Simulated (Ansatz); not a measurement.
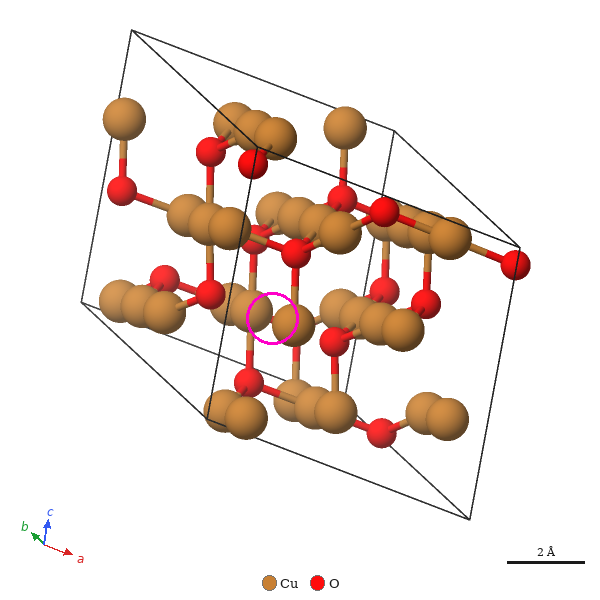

The figure gives a ball-and-stick picture of the atoms, viewed slightly off an axis. Thin lines show the supercell, with boundary atoms drawn in all their periodic places. The host is Cu2O, in a cell of 42 sites, and the cell is neutral. A ring marks the defect's site.

Question: Identify the point defect.

Answer: A copper vacancy. Around the empty site lie two O at about 1.8 Å.

The model was built from a structure listed in the Materials Project, repeated into a supercell with a point defect put in. Earlier steps of the study may have refined or changed the cell and positions. It was set up as input for a calculation with Ansatz.
